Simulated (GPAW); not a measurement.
# free-standing square Ru monolayer, spacing 3.288 A: cost and accuracy of the plane-wave cutoff, part 2 of 2

Two starts of free-standing square Ru monolayer, spacing 3.288 A are run at each rung of the plane-wave cutoff. Which rung is enough?

GPAW 26.7.0; PBE; plane waves with GPAW's PAW setups, scalar-relativistic.

So far, largest spin moment in the augmentation sphere (μB): step 2 (rung 1 (250 eV), start ferro +) 2.49; step 4 (rung 2 (325 eV), start ferro +) 2.50; step 5 (rung 2 (325 eV), start antiferro q=(0,1/2,0) +-) 2.30; step 6 (rung 3 (400 eV), start ferro +) 2.51; step 7 (rung 3 (400 eV), start antiferro q=(0,1/2,0) +-) 2.30.

### Step 8. Rung 4 (500 eV), start ferro +

File order1.py:

```python
import json
import numpy as np
from ase import Atoms
from ase.parallel import paropen, parprint
from gpaw import GPAW

atoms = Atoms(['Ru'],
    cell=[[3.288, 0.0, 0.0],
         [0.0, 3.288, 0.0],
         [0.0, 0.0, 14.0]],
    scaled_positions=[[0.0, 0.0, 0.5]],
    pbc=True,
    magmoms=[1.5])
atoms.calc = GPAW(mode={'name': 'pw', 'ecut': 500},
    xc='PBE',
    kpts={'size': (8, 8, 1), 'gamma': True},
    occupations={'name': 'fermi-dirac', 'width': 0.005},
    convergence={'density': 1e-05, 'energy': 1e-05},
    maxiter=200,
    symmetry={'tolerance': 1e-4},
    txt='order1.txt')
e = atoms.get_potential_energy(force_consistent=True)
res = {'free_energy': e, 'energy_sigma0': atoms.get_potential_energy(), 'fermi_energy': atoms.calc.get_fermi_level()}
res['moments'] = atoms.get_magnetic_moments().tolist()
res['total'] = atoms.get_magnetic_moment()
parprint('site moments (muB):', np.round(res['moments'], 3))
parprint(f"total moment: {res['total']:.3f} muB")
parprint(f'free energy: {e:.6f} eV')
atoms.calc.write('order1.gpw')
with paropen('results.json', 'w') as f:
    json.dump(res, f)
```

Command:

```sh
> OMP_NUM_THREADS=1 python3 order1.py > order1.log
```

Log:

```text
site moments (muB): [2.513]
total moment: 2.847 muB
free energy: -4.694857 eV

--- order1.txt ---
Input parameters:
  mode=PW(ecut=500),
  convergence={'density': 1e-05, 'energy': 1e-05},
  kpts=MonkhorstPack(size=(8, 8, 1), gamma=True),
  maxiter=200,
  occupations=Occupations(name='fermi-dirac', width=0.005),
  symmetry=Symmetry(tolerance=0.0001),
  xc=XC(name='PBE')

Diagonalizing LCAO Hamiltonian
[...]
|          3 |       -45.605 |     1.000 |       -43.768 |     1.000 |
|          4 |        -5.806 |     1.000 |        -5.142 |     1.000 |
[...]
|          9 |        -3.551 |     1.000 |        -1.381 |     0.000 |
|         10 |        -1.221 |     0.000 |        -0.707 |     0.000 |
|         11 |         1.275 |     0.000 |         1.443 |     0.000 |
|         12 |         2.470 |     0.000 |         2.651 |     0.000 |

No gap
No difference between direct/indirect transitions


[key lines of the parts left out:]
Free energy:      -4.694857
Converged in 16 steps
dipole moment: (-11.253622, -11.253622, 0.000001)  # |e|*Ang
Fermi level: -2.712
```

Elapsed: 23 s, on 1 MPI rank of Intel Xeon Platinum 8559C (Emerald Rapids), shared host; peak memory 0.22 GiB.

This step gave:

* magnetization: 2.847 μB
* final state: ferromagnetic
* largest moment: 2.513 μB

The largest moment is that of rung 3, at 1.7 times its CPU time.

### Step 9. Rung 4 (500 eV), start antiferro q=(0,1/2,0) +-

File order2.py:

```python
import json
import numpy as np
from ase import Atoms
from ase.parallel import paropen, parprint
from gpaw import GPAW

atoms = Atoms(['Ru', 'Ru'],
    cell=[[3.288, 0.0, 0.0],
         [0.0, 6.576, 0.0],
         [0.0, 0.0, 14.0]],
    scaled_positions=[[0.0, 0.0, 0.5],
         [0.0, 0.5, 0.5]],
    pbc=True,
    magmoms=[1.5, -1.5])
atoms.calc = GPAW(mode={'name': 'pw', 'ecut': 500},
    xc='PBE',
    kpts={'size': (8, 4, 1), 'gamma': True},
    occupations={'name': 'fermi-dirac', 'width': 0.005},
    convergence={'density': 1e-05, 'energy': 1e-05},
    maxiter=200,
    symmetry={'tolerance': 1e-4},
    txt='order2.txt')
e = atoms.get_potential_energy(force_consistent=True)
res = {'free_energy': e, 'energy_sigma0': atoms.get_potential_energy(), 'fermi_energy': atoms.calc.get_fermi_level()}
res['moments'] = atoms.get_magnetic_moments().tolist()
res['total'] = atoms.get_magnetic_moment()
parprint('site moments (muB):', np.round(res['moments'], 3))
parprint(f"total moment: {res['total']:.3f} muB")
parprint(f'free energy: {e:.6f} eV')
atoms.calc.write('order2.gpw')
with paropen('results.json', 'w') as f:
    json.dump(res, f)
```

Command:

```sh
> OMP_NUM_THREADS=1 python3 order2.py > order2.log
```

Log:

```text
site moments (muB): [ 2.306 -2.306]
total moment: -0.000 muB
free energy: -9.131108 eV

--- order2.txt ---
Input parameters:
  mode=PW(ecut=500),
  convergence={'density': 1e-05, 'energy': 1e-05},
  kpts=MonkhorstPack(size=(8, 4, 1), gamma=True),
  maxiter=200,
  occupations=Occupations(name='fermi-dirac', width=0.005),
  symmetry=Symmetry(tolerance=0.0001),
  xc=XC(name='PBE')

Diagonalizing LCAO Hamiltonian
[...]
|          9 |        -5.034 |     1.000 |        -5.034 |     1.000 |
|         10 |        -4.728 |     1.000 |        -4.728 |     1.000 |
[...]
|         20 |        -1.003 |     0.000 |        -1.003 |     0.000 |
|         21 |        -0.002 |     0.000 |        -0.002 |     0.000 |
|         22 |         1.381 |     0.000 |         1.381 |     0.000 |
|         23 |         2.163 |     0.000 |         2.163 |     0.000 |

No gap
No difference between direct/indirect transitions


[key lines of the parts left out:]
Free energy:      -9.131108
Converged in 30 steps
dipole moment: (-22.508071, -22.508068, 0.000003)  # |e|*Ang
Fermi level: -2.787
```

Run time: 2.9 min. Hardware: 1 MPI rank; peak memory 0.37 GiB.

Read from the output:

* magnetization: 0 μB
* final state: antiferromagnetic
* largest moment: 2.306 μB

This start lies +129.3 meV a seeded atom from the first, a change of -0.1 meV since rung 3; its largest moment is 2.31 μB.

### Step 10. Rung 5 (650 eV), start ferro +

order1.py is the script of step 8 with these lines changed:

```diff
@@ -13,3 +13,3 @@
     magmoms=[1.5])
-atoms.calc = GPAW(mode={'name': 'pw', 'ecut': 500},
+atoms.calc = GPAW(mode={'name': 'pw', 'ecut': 650},
     xc='PBE',
```

Command:

```sh
> OMP_NUM_THREADS=1 python3 order1.py > order1.log
```

Log:

```text
site moments (muB): [2.513]
total moment: 2.847 muB
free energy: -4.709418 eV

--- order1.txt ---
Input parameters:
  mode=PW(ecut=650),
  convergence={'density': 1e-05, 'energy': 1e-05},
  kpts=MonkhorstPack(size=(8, 8, 1), gamma=True),
  maxiter=200,
  occupations=Occupations(name='fermi-dirac', width=0.005),
  symmetry=Symmetry(tolerance=0.0001),
  xc=XC(name='PBE')

Diagonalizing LCAO Hamiltonian
[...]
|          3 |       -45.607 |     1.000 |       -43.770 |     1.000 |
|          4 |        -5.807 |     1.000 |        -5.142 |     1.000 |
[...]
|          9 |        -3.552 |     1.000 |        -1.381 |     0.000 |
|         10 |        -1.221 |     0.000 |        -0.707 |     0.000 |
|         11 |         1.276 |     0.000 |         1.444 |     0.000 |
|         12 |         2.470 |     0.000 |         2.652 |     0.000 |

No gap
No difference between direct/indirect transitions


[key lines of the parts left out:]
Free energy:      -4.709418
Converged in 16 steps
dipole moment: (-11.254351, -11.254351, 0.000001)  # |e|*Ang
Fermi level: -2.713
```

The job ended after 29 s (1 MPI rank; peak memory 0.26 GiB).

Numbers from this step:

* magnetization: 2.847 μB
* final state: ferromagnetic
* largest moment: 2.513 μB

The largest moment is that of rung 4, at 1.3 times its CPU time.

### Step 11. Rung 5 (650 eV), start antiferro q=(0,1/2,0) +-

order2.py is the script of step 9 with these lines changed:

```diff
@@ -14,3 +14,3 @@
     magmoms=[1.5, -1.5])
-atoms.calc = GPAW(mode={'name': 'pw', 'ecut': 500},
+atoms.calc = GPAW(mode={'name': 'pw', 'ecut': 650},
     xc='PBE',
```

Command:

```sh
> OMP_NUM_THREADS=1 python3 order2.py > order2.log
```

Log:

```text
site moments (muB): [ 2.307 -2.307]
total moment: -0.000 muB
free energy: -9.160271 eV

--- order2.txt ---
Input parameters:
  mode=PW(ecut=650),
  convergence={'density': 1e-05, 'energy': 1e-05},
  kpts=MonkhorstPack(size=(8, 4, 1), gamma=True),
  maxiter=200,
  occupations=Occupations(name='fermi-dirac', width=0.005),
  symmetry=Symmetry(tolerance=0.0001),
  xc=XC(name='PBE')

Diagonalizing LCAO Hamiltonian
[...]
|          9 |        -5.035 |     1.000 |        -5.035 |     1.000 |
|         10 |        -4.728 |     1.000 |        -4.728 |     1.000 |
[...]
|         20 |        -1.003 |     0.000 |        -1.003 |     0.000 |
|         21 |        -0.003 |     0.000 |        -0.003 |     0.000 |
|         22 |         1.383 |     0.000 |         1.383 |     0.000 |
|         23 |         2.163 |     0.000 |         2.163 |     0.000 |

No gap
No difference between direct/indirect transitions


[key lines of the parts left out:]
Free energy:      -9.160271
Converged in 18 steps
dipole moment: (-22.509605, -22.509605, 0.000003)  # |e|*Ang
Fermi level: -2.787
```

Run time: 2.1 min. Hardware: 1 MPI rank; peak memory 0.47 GiB.

This step gave:

| Item | Value |
| --- | --- |
| magnetization | 0 μB |
| final state | antiferromagnetic |
| largest moment | 2.307 μB |

This start lies +129.3 meV a seeded atom from the first, a change of -0.0 meV since rung 4; its largest moment is 2.31 μB.

### Step 12. Rung 6 (800 eV), start ferro +

order1.py is the script of step 10 with these lines changed:

```diff
@@ -13,3 +13,3 @@
     magmoms=[1.5])
-atoms.calc = GPAW(mode={'name': 'pw', 'ecut': 650},
+atoms.calc = GPAW(mode={'name': 'pw', 'ecut': 800},
     xc='PBE',
```

Command:

```sh
> OMP_NUM_THREADS=1 python3 order1.py > order1.log
```

Log:

```text
site moments (muB): [2.513]
total moment: 2.847 muB
free energy: -4.710740 eV

--- order1.txt ---
Input parameters:
  mode=PW(ecut=800),
  convergence={'density': 1e-05, 'energy': 1e-05},
  kpts=MonkhorstPack(size=(8, 8, 1), gamma=True),
  maxiter=200,
  occupations=Occupations(name='fermi-dirac', width=0.005),
  symmetry=Symmetry(tolerance=0.0001),
  xc=XC(name='PBE')

Diagonalizing LCAO Hamiltonian
[...]
|          3 |       -45.607 |     1.000 |       -43.770 |     1.000 |
|          4 |        -5.807 |     1.000 |        -5.142 |     1.000 |
[...]
|          9 |        -3.552 |     1.000 |        -1.381 |     0.000 |
|         10 |        -1.221 |     0.000 |        -0.707 |     0.000 |
|         11 |         1.275 |     0.000 |         1.444 |     0.000 |
|         12 |         2.469 |     0.000 |         2.651 |     0.000 |

No gap
No difference between direct/indirect transitions


[key lines of the parts left out:]
Free energy:      -4.710740
Converged in 16 steps
dipole moment: (-11.254407, -11.254407, 0.000001)  # |e|*Ang
Fermi level: -2.713
```

Wall time 53 s (1 MPI rank); peak memory 0.34 GiB.

This step gave:

| Quantity | Value |
| --- | --- |
| magnetization | 2.847 μB |
| final state | ferromagnetic |
| largest moment | 2.513 μB |

The largest moment is that of rung 5, at 1.8 times its CPU time.

### Step 13. Rung 6 (800 eV), start antiferro q=(0,1/2,0) +-

order2.py is the script of step 11 with these lines changed:

```diff
@@ -14,3 +14,3 @@
     magmoms=[1.5, -1.5])
-atoms.calc = GPAW(mode={'name': 'pw', 'ecut': 650},
+atoms.calc = GPAW(mode={'name': 'pw', 'ecut': 800},
     xc='PBE',
```

Command:

```sh
> OMP_NUM_THREADS=1 python3 order2.py > order2.log
```

Log:

```text
site moments (muB): [ 2.307 -2.307]
total moment: 0.000 muB
free energy: -9.162942 eV

--- order2.txt ---
Input parameters:
  mode=PW(ecut=800),
  convergence={'density': 1e-05, 'energy': 1e-05},
  kpts=MonkhorstPack(size=(8, 4, 1), gamma=True),
  maxiter=200,
  occupations=Occupations(name='fermi-dirac', width=0.005),
  symmetry=Symmetry(tolerance=0.0001),
  xc=XC(name='PBE')

Diagonalizing LCAO Hamiltonian
[...]
|          9 |        -5.035 |     1.000 |        -5.035 |     1.000 |
|         10 |        -4.728 |     1.000 |        -4.728 |     1.000 |
[...]
|         20 |        -1.003 |     0.000 |        -1.003 |     0.000 |
|         21 |        -0.003 |     0.000 |        -0.003 |     0.000 |
|         22 |         1.382 |     0.000 |         1.382 |     0.000 |
|         23 |         2.163 |     0.000 |         2.163 |     0.000 |

No gap
No difference between direct/indirect transitions


[key lines of the parts left out:]
Free energy:      -9.162942
Converged in 18 steps
dipole moment: (-22.509729, -22.509732, 0.000003)  # |e|*Ang
Fermi level: -2.787
```

Wall time 3.2 min (1 MPI rank); peak memory 0.63 GiB.

This step gave:

- magnetization: 0 μB
- final state: antiferromagnetic
- largest moment: 2.307 μB

This start lies +129.3 meV a seeded atom from the first, a change of -0.0 meV since rung 5; its largest moment is 2.31 μB.

### Step 14. Side by side

Ladder, by row:

```
rung  cutoff (eV)  state from the first start  state from the second start  second less first (meV a seeded atom)  moment, first (μB)  moment, second (μB)  CPU time (s)
   1          250               ferromagnetic            antiferromagnetic                                  126.1                2.49                2.272         35.55
   2          325               ferromagnetic            antiferromagnetic                                  128.9               2.503                2.297         46.72
   3          400               ferromagnetic            antiferromagnetic                                  129.4               2.512                2.303         59.04
   4          500               ferromagnetic            antiferromagnetic                                  129.3               2.513                2.306         194.9
   5          650               ferromagnetic            antiferromagnetic                                  129.3               2.513                2.307         154.1
   6          800               ferromagnetic            antiferromagnetic                                  129.3               2.513                2.307         245.5
```

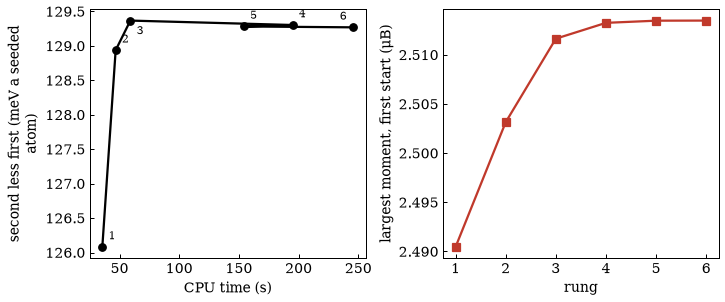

Result against cost, rungs numbered as in the table, and the moment by rung.

### Step 15. Outcome

* range of the moment in the table, first start: 2.49 to 2.51 μB
* range of CPU time: 36 s to 4.1 min
* range of the energy difference: 126 to 129 meV a seeded atom
* first rung from which all stay within 6.5 meV of the last: 1

**Reading.** From rung 1 on the result stays within 3.2 meV of the last rung, inside the margin of 6.5 meV set for it, at 14 % of the last rung's cost. The first start ends lower on every rung of the table; whether functional and cell give the true order is another question.

[Logs and program files are shortened in this print: banners, set-up blocks, solver, clock and traceback lines can be left out without a mark of their own.]

[Logs are printed without paths, hosts, clocks, repeated set-up lines and the standing remarks that a program may print on its own settings, such as how far it seeks lower states.]

[Hosts, paths, dates, database ids (printed as entryN), source tags and the programs' standing remarks are cut or masked in the printed files.]

[Where a cell is said to come from a database of computed structures, the database is the Materials Project.]
